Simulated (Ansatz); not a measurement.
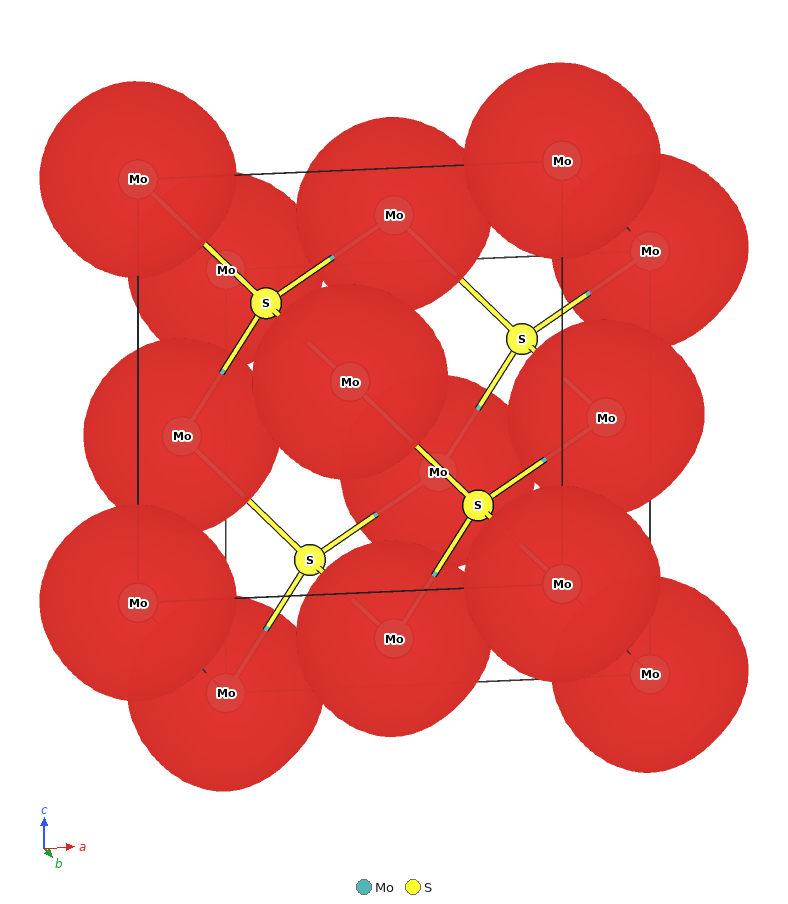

The picture shows: MoS. Isosurfaces of the spin density at +0.1 (red) and −0.1 e/Å³ (blue), seen at an oblique angle. Sticks mark near contacts.

Space group F-43m; started from the zinc blende prototype, which need not be the ambient phase; Hubbard U of 4.38 eV on Mo d only; spin-polarised.

All numbers below come from Ansatz 0.2.0, DFT PBE+U, scalar-relativistic, plane waves, PAW.

The density is the valence pseudo-density of a PAW calculation; it isn't the true density close to the nuclei.

```yaml
crystal:
  lattice:
    - [5.95118, 0.00000, 0.00000]
    - [0.00000, 0.00000, -5.95118]
    - [0.00000, 5.95118, 0.00000]
  atoms:
    - { symbol: Mo, position: [0.50000, 0.50000, 0.00000] }
    - { symbol: Mo, position: [0.00000, 0.50000, 0.50000] }
    - { symbol: Mo, position: [0.00000, 0.00000, 0.00000] }
    - { symbol: Mo, position: [0.50000, 0.00000, 0.50000] }
    - { symbol: S, position: [0.25000, 0.75000, 0.25000] }
    - { symbol: S, position: [0.75000, 0.75000, 0.75000] }
    - { symbol: S, position: [0.75000, 0.25000, 0.25000] }
    - { symbol: S, position: [0.25000, 0.25000, 0.75000] }
```

> Which atoms carry the moments, and with what signs?

The spin density sits on Mo: +3.0 μB (×4) in one cell of 8 atoms, with smaller moments on other sites: S (up to −0.23 μB): parallel moments, as they must be, since the calculation's own cell holds one magnetic site. The cell of the calculation (2 atoms) carries 4.0 μB of net spin moment. Only one sign reaches the isovalue.
